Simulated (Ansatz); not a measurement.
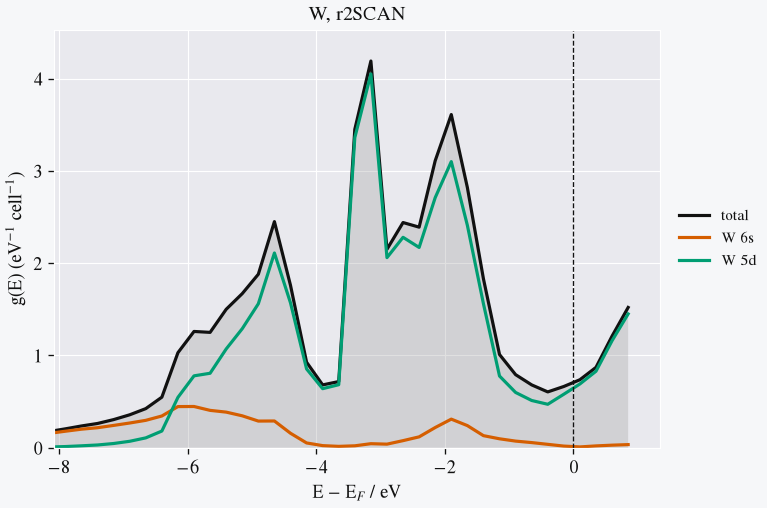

Density of states of W, space group Im-3m (No. 229), 2 atoms in the cell. Level of theory: DFT with r2SCAN, PAW plane waves, no spin polarisation, 10×10×10 k mesh; code Ansatz 0.2.0. Energies are counted from the Fermi level. The partial curves are projected on Löwdin-orthogonalised atomic shells.

It is a metal. The density of states at the Fermi level is about 0.7 per eV and cell (mean within 0.25 eV), or 0.35 per atom. By projected weight, the states within 0.3 eV of the Fermi level are W 5d almost alone.

The cell is at −13 GPa in this functional. Spin-orbit coupling is left out, which matters for W.
